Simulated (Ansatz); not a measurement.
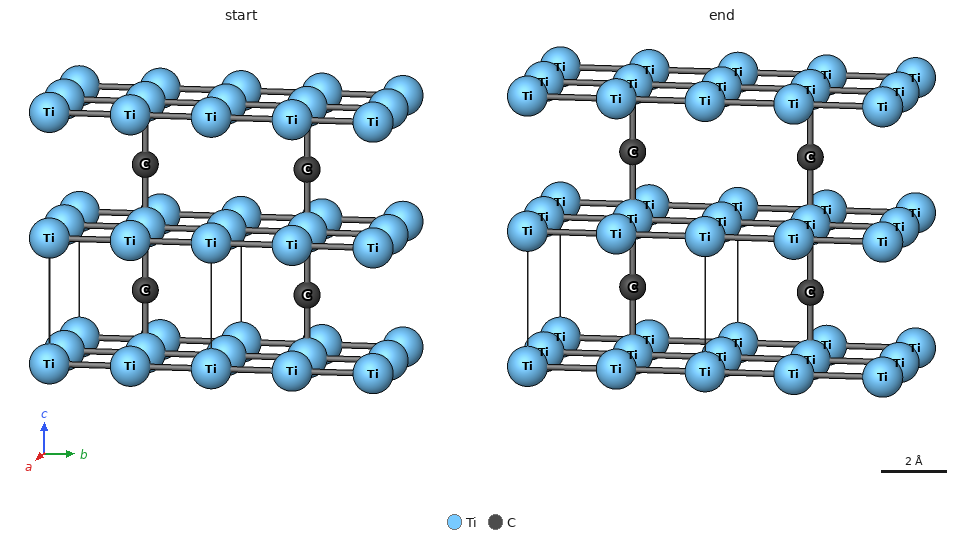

The structure of solid Ti₄C (a generated structure, set up in P4/mmm) before (left) and after (right) a relaxation, at one scale.

A ball-and-stick model of the cell of the calculation, repeated 1 × 2 × 2 with one cell outlined, seen slightly off an axis.

These are results of DFT PBE, scalar-relativistic, plane waves, PAW; settings changed (Ansatz 0.2.0), not measurements.

The input:
```yaml
crystal:
  lattice:
    - [5.0820399424, 0.0, 0.0]
    - [0.0, 5.0820399424, 0.0]
    - [0.0, 0.0, 3.9373951331]
  atoms:
    - { symbol: Ti, position: [0.0, 0.5, 0.0] }
    - { symbol: Ti, position: [0.5, 0.0, 0.0] }
    - { symbol: Ti, position: [0.0, 0.0, 0.0] }
    - { symbol: Ti, position: [0.5, 0.5, 0.0] }
    - { symbol: C, position: [0.5, 0.5, 0.5] }
basis:
  ecutwfc: 420
kpoints:
  mp_grid: { grid: [8, 8, 10] }
hamiltonian:
  xc: pbe
scf:
  occupations: { method: fermi_dirac, width: 5.0 }
  max_iter: 80
output:
  forces: true
  eigenvalues: true
  stress: true
relax:
  adjacent_minimum: "off"
  f_tol: 0.01
  max_steps: 80
  cell: { stress_tol: 0.05 }
```

Command:
```bash
ansatz run input.yaml --threads 1 --pin off --max-ram 2560MiB --backend cpu --events-out ev --progress --plain --runs-dir out
```

Summarise the run.

The run was cut off at its time limit before the relaxation converged, so the last structure is only a point on the way. The input was poor on purpose: a smearing of electronvolts. The atoms keep their places relative to the cell (all moves are under 0.005 Å). The volume changes by +29.5 %, with a = b 5.082 → 5.578 Å (+9.8 %), c 3.937 → 4.233 Å (+7.5 %). Near-neighbour distances that change, for instance: Ti1–Ti3 2.541 → 2.789 Å, Ti4–C5 1.969 → 2.116 Å. The space group stays P4/mmm (No. 123). After 2 geometry steps the energy has fallen by 2334 meV per atom. All forces vanish by symmetry, so only the cell relaxes. The pressure goes from 78.08 to 48.74 GPa.
